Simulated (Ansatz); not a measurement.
# Single-point calculation, with input and output: Si₁₆C₁₅ (charge −1) (part 2 of 2)

The same run, continued: Si₁₆C₁₅ (defect cell, 31 atoms in the cell, total charge −1); DFT, LDA, plane waves, PAW, spin-polarised (Ansatz 0.2.0); cutoff 420 eV, 2×2×2 k-mesh, Gaussian smearing of 0.01 eV, collinear spins. The structure derives from a Materials Project entry.

```
at 5 of the mixer's solves, the last at iteration 18, it left a direction of its history that read negative out of its fit and stepped the other way along it
WARN: the starting moments were not kept: 3 of 4 ended reversed and 1 kept their direction, counting a site from 0.1 of the cell's largest site moment. The largest reversed, site 0 (counted from 0, in the order of the report's site_moments_mub), started with +0.25 μB and closes at -2.3e-2 μB in its sphere. The net magnetisation is 0.0e0 μB in size, at most 0.1 of the 1 μB that the starting moments add up to as vectors. The SCF closed on another magnetic arrangement than the starting moments describe; that does not show which of the two is lower. To try another start: change the starting moments (crystal.atoms[].spin, magnetization.per_species, magnetization.initial_magnetization, or on a non-collinear deck that types none of these the spinor_matrix: blocks that start its atoms; where the total moment is fixed, keep their sum and leave initial_magnetization as it is; typed ones take the place of any that the run laid by itself, positive ones on a crystal's lanthanoids without a Hubbard term where scf.initial_density.shell_occupations: [] is typed); see also scf.mixing.spin_hold.
SCF converged after 29 iterations
Magnetization: 0.0000 μB (62.5000 up, 62.5000 down)
Absolute magnetization: 0.5756 μB (∫|ρ↑−ρ↓|, with the PAW one-centre terms)
Spin contamination: 0.3105 ħ² per cell (⟨S²⟩ above its minimum at these occupations)
Per-site moments (μB) at R_I (Å): [(-0.022898107938672887, 0.7825272723592623), (-0.0006082440589945746, 0.7716364565821778), (-0.0006100743958478888, 0.771675663796785), (-0.00025102743772510586, 0.7716508497203989), (2.9029106882830996e-6, 0.771153840489097), (0.00047593505753170285, 0.7710936578876485), (0.000481731264808767, 0.7712113141862774), (-0.000299620500611315, 0.7674678206535374), (-0.006959581586878594, 0.7809969769402156), (0.03928988507384502, 0.7809560027540255), (0.0007022427197773523, 0.7675748064828798), (-0.006847064744699534, 0.7811371474973354), (-0.0004363015827783151, 0.7665125333755765), (6.716677958426787e-5, 0.7713174824771339), (-0.0026739720219579387, 0.7665518968476985), (-0.0004369546851496182, 0.7665710185983763), (0.013064048561073011, 0.7676644940794006), (0.013200605100605356, 0.7675748064828798), (0.0013877541021065157, 0.7675949057933946), (0.0009621684309181761, 0.771440456090292), (-0.00010659332274538417, 0.7713903520251026), (-0.00010529754129624844, 0.7714120602311813), (-0.006955996781279141, 0.7715070192804514), (-0.011550338318631396, 0.7674678206535374), (-0.00023968107788688357, 0.7743970336262604), (0.01106808367256189, 0.7675218100328759), (-0.01155765015920752, 0.7676008706658973), (0.001200793453134332, 0.7665710185983763), (-0.013421045610249984, 0.7665518968476985), (0.0002901199026927557, 0.7713174824771339), (0.0012711840123953205, 0.7665125333755765)]
Free energy (F): -13376.924113 eV
Harris-Foulkes:  -13376.924113 eV  (|F-HF|=3.27e-11)
Internal energy: -13376.924113 eV  (E = F + TS)
E sigma→0 (E₀):  -13376.924113 eV
Fermi energy:    11.242550 eV
--- Per-component energies (eV) ---
  E_band       = 429.396180
  E_kinetic    = 2101.879068
  E_local      = -1712.267460  (includes V_loc(G=0)·N_el)
  E_nonlocal   = 843.716074
  E_hartree    = 531.377434
  E_xc         = -1639.749252
  E_vxc        = -1705.909834  (∫ρ·V_xc dr)
  E_paw        = -9156.549452  (= ΣΔE_a)
  E_vpaw       = -160.776704  (= ΣTr[D̂ρ^β])
  E_aug_tail   = 0.000232  (compensation charges beyond the density's cutoff)
  E_ewald      = -4347.622536
  E_core_change = 2.291779  (= ΣΔE_core)
  E_smearing   = -0.000000  (= −TS)
  E_closure    = -0.000000  (closes the sum)
  E_deformation_potential = -18.065960  (in the stress; not in F)
  Σ components = -13376.924113   (vs F -13376.924113, Δ=0.00e0)
--- Forces (eV/Å), atoms counted from 1 ---
  atom   1  Si    -0.18338548     0.10747123    -0.27654991
  atom   2  Si    -0.01694760    -0.03452241    -0.08017184
  atom   3  Si     0.01961362     0.03125051    -0.08188526
  atom   4  Si    -0.01927490     0.00900050    -0.14675688
  atom   5  Si     0.00397485     0.00160181    -0.01583161
  atom   6  Si    -0.02861841    -0.06298825     0.00011021
  atom   7  Si     0.03698516     0.05792549     0.00228276
  atom   8  Si     0.08260979    -0.05422683     0.05276650
  atom   9  Si     0.45533044     0.07046865     0.09696512
  atom  10  Si     0.01984508    -0.00860203    -0.10673170
  atom  11  Si    -0.05982012     0.03670888    -0.03288514
  atom  12  Si     0.15494473    -0.43409523     0.10318341
  atom  13  Si    -0.07435570     0.01548581    -0.06841743
  atom  14  Si    -0.02963199     0.01832880    -0.07887947
  atom  15  Si     0.00844132    -0.00527355     0.02116257
  atom  16  Si    -0.05094240     0.05519174    -0.07148153
  atom  17  C      0.04541045     0.19429113     0.02720654
  atom  18  C     -0.13676496    -0.14226096     0.02371174
  atom  19  C     -0.10501948     0.06795473     0.01509677
  atom  20  C      0.06786259    -0.04191952     0.06803482
  atom  21  C      0.06560467    -0.01221764     0.05336866
  atom  22  C      0.04593989    -0.05223564     0.05273474
  atom  23  C     -0.03718119     0.02229825    -0.04173393
  atom  24  C     -0.05058551     0.08270192    -0.00602153
  atom  25  C     -0.03254664     0.01681426     0.01043702
  atom  26  C     -0.13505595     0.08205952     0.19623241
  atom  27  C     -0.09339074     0.00296603    -0.01291096
  atom  28  C     -0.02946838     0.00225410     0.16182674
  atom  29  C      0.07764612    -0.04315704    -0.10025847
  atom  30  C      0.01571445    -0.00936514     0.07539393
  atom  31  C     -0.01693277     0.02609047     0.16000116
  max |Σ_I F_I| component: 9.64e-7 eV/Å
--- Band table (eV; the first three rows and the last of 8) ---
  k-point 0 ↑: bands = ["-5.3411", "-4.6758", "-4.3533", "-4.2363", "-3.7622", "-3.6005", "-3.3581", "-2.6742", "-2.4292", "-2.1321", "-1.9878", "-1.6245", "-1.4565", "-1.4134", "-1.2662", "1.1761", "1.5479", "1.7100", "1.8682", "2.1406", "2.3643", "2.5710", "2.7658", "2.9197", "3.2304", "3.4099", "3.5054", "3.7169", "3.8665", "4.0190", "4.2236", "4.3188", "4.5843", "4.7488", "5.2602", "5.3657", "5.4517", "5.4626", "5.6141", "5.6547", "5.8176", "5.9840", "6.0067", "6.1313", "6.2849", "6.4416", "6.6451", "6.7175", "6.8967", "7.0106", "7.1275", "7.2675", "7.3554", "7.4774", "7.5268", "7.5944", "7.7507", "7.9341", "8.0834", "8.3495", "8.5273", "10.5632", "11.1775", "11.3107", "12.9019", "12.9580", "13.3640", "13.5809", "13.6932", "13.8082", "14.4705", "14.5915", "14.7180", "14.8237", "15.0111", "15.1416", "15.2233", "15.3888", "15.5198", "15.5837", "15.7579", "15.8608", "16.1288", "16.2117", "16.3550", "16.5426", "16.7431", "17.0717", "17.1120", "17.1481", "17.3179", "17.3343", "17.3904", "17.5239"]
  k-point 1 ↑: bands = ["-5.3411", "-4.6758", "-4.3533", "-4.2362", "-3.7621", "-3.6008", "-3.3578", "-2.6743", "-2.4291", "-2.1322", "-1.9879", "-1.6245", "-1.4567", "-1.4133", "-1.2661", "1.1763", "1.5479", "1.7097", "1.8683", "2.1404", "2.3642", "2.5711", "2.7662", "2.9199", "3.2298", "3.4096", "3.5055", "3.7173", "3.8665", "4.0191", "4.2235", "4.3186", "4.5840", "4.7494", "5.2599", "5.3660", "5.4518", "5.4626", "5.6140", "5.6548", "5.8174", "5.9838", "6.0073", "6.1313", "6.2849", "6.4413", "6.6447", "6.7180", "6.8965", "7.0105", "7.1275", "7.2673", "7.3557", "7.4775", "7.5265", "7.5947", "7.7505", "7.9338", "8.0838", "8.3495", "8.5274", "10.5637", "11.1765", "11.3114", "12.9024", "12.9576", "13.3637", "13.5808", "13.6932", "13.8082", "14.4706", "14.5912", "14.7179", "14.8238", "15.0112", "15.1416", "15.2235", "15.3887", "15.5199", "15.5838", "15.7576", "15.8606", "16.1289", "16.2118", "16.3549", "16.5426", "16.7429", "17.0717", "17.1117", "17.1480", "17.3180", "17.3343", "17.3905", "17.5246"]
  k-point 2 ↑: bands = ["-5.8778", "-5.1768", "-4.0537", "-3.7845", "-3.1926", "-2.9605", "-2.9040", "-2.6252", "-2.4522", "-2.3247", "-2.0379", "-1.7118", "-1.4887", "-1.1611", "-1.0957", "0.9926", "1.1494", "1.2216", "1.5052", "1.6718", "1.6915", "1.8437", "2.0593", "2.2581", "2.3518", "2.9188", "3.2112", "3.5075", "3.7316", "3.9652", "4.4451", "4.5737", "5.0009", "5.0717", "5.4286", "5.4519", "5.6905", "5.8301", "5.8880", "6.1199", "6.2563", "6.4167", "6.4769", "6.6066", "6.7928", "6.8256", "6.9846", "7.0572", "7.1109", "7.2907", "7.5304", "7.5678", "7.6166", "7.7146", "7.7596", "7.8120", "8.1001", "8.1231", "8.4568", "8.5497", "8.8774", "10.8768", "11.3453", "12.0849", "12.0906", "12.3630", "12.7076", "12.8964", "13.0836", "13.2582", "13.6976", "14.2298", "14.3492", "14.5920", "14.6974", "14.7835", "14.8698", "14.9219", "15.2386", "15.2812", "15.4580", "15.7081", "15.9160", "16.1286", "16.2174", "16.2477", "16.4379", "16.4633", "16.5930", "16.7438", "16.7980", "16.9100", "16.9232", "17.0299"]
  k-point 3 ↓: bands = ["-5.8797", "-5.1768", "-4.0455", "-3.7903", "-3.2109", "-2.9637", "-2.8950", "-2.6201", "-2.4503", "-2.3119", "-2.0507", "-1.7057", "-1.4891", "-1.1628", "-1.1038", "0.9598", "1.2775", "1.3308", "1.4342", "1.5090", "1.5752", "1.8418", "2.2096", "2.3221", "2.3936", "2.8251", "3.1981", "3.4498", "3.7719", "3.9778", "4.4626", "4.5318", "5.0664", "5.1546", "5.3566", "5.3954", "5.6725", "5.8288", "5.9082", "6.1574", "6.2807", "6.3364", "6.4991", "6.5863", "6.8315", "6.8467", "6.9318", "7.0565", "7.1881", "7.2883", "7.4771", "7.5517", "7.6754", "7.6852", "7.7681", "7.8044", "8.0770", "8.1240", "8.4522", "8.5632", "8.8813", "10.8318", "11.3912", "12.1837", "12.2108", "12.3212", "12.5295", "12.8261", "13.1178", "13.2488", "13.9122", "14.2199", "14.2218", "14.5057", "14.6258", "14.7840", "14.8875", "15.0008", "15.1093", "15.3144", "15.4847", "15.8063", "16.0157", "16.1057", "16.1246", "16.2414", "16.4684", "16.5553", "16.7167", "16.7318", "16.8573", "16.8577", "16.9292", "16.9816"]
```

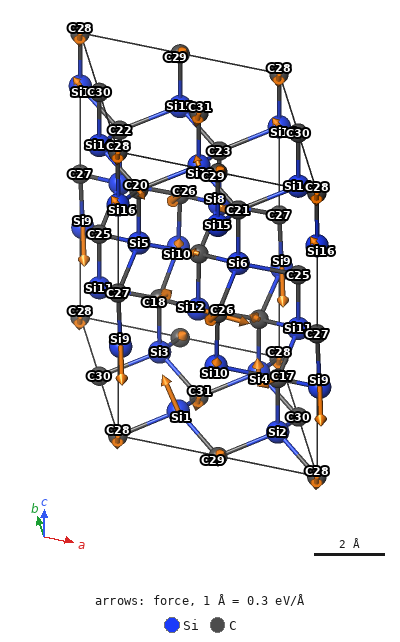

Fig. 1: Forces on the atoms as orange arrows (ball-and-stick view of the cell of the calculation, seen at an oblique angle; atoms are numbered from 1 in the order of the input); the smallest are left out. The largest act on Si9, Si12 (0.47 eV/Å); Si1 (0.35 eV/Å); C26 (0.25 eV/Å); C17, C18 (0.20 eV/Å), among others. 

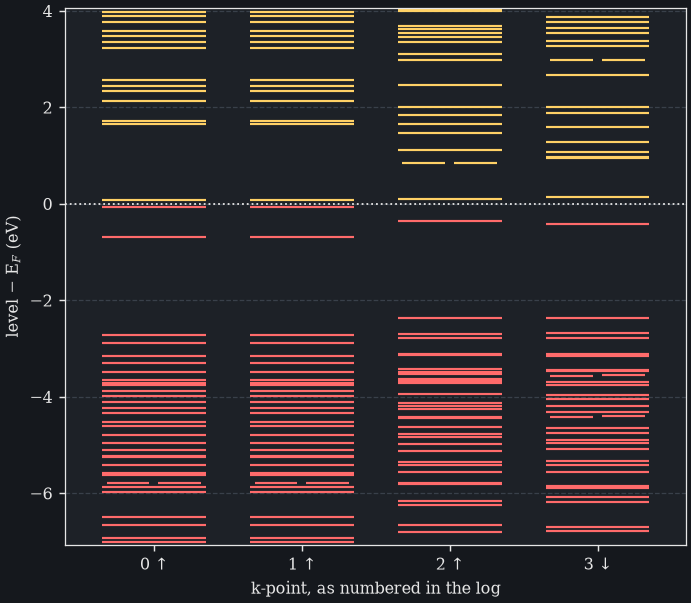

Fig. 2: Kohn–Sham levels near the Fermi level (dotted) at the few k-points that the log prints; levels within 0.02 eV of each other stand side by side. Among these points the highest filled and lowest empty levels are 0.13 eV apart, which is the gap on the mesh.

## Results in brief

| quantity | value |
| --- | --- |
| outcome | converged |
| electrons treated | 125 |
| free energy | −13376.9241 eV |
| Fermi energy | 11.243 eV |
| gap on the k-point mesh | 0.12 eV |
| net moment of the cell | 0.00 μB |
| integrated absolute moment | 0.58 μB |
| largest force (length of the vector) | 0.472 eV/Å |
| wall time | 46 s (CPU time 3 min) |
| peak memory | 0.92 GiB |

## Remarks

Settings chosen away from the usual ones: scf.lower_state_search set to light; kpoints.mp_grid.shift set to [0.5, 0.5, 0.5] (from [0.0, 0.0, 0.0]). Warnings of the run: some starting moments were not kept. The k-point mesh is coarse for a cell of this size, so the results may not be converged.
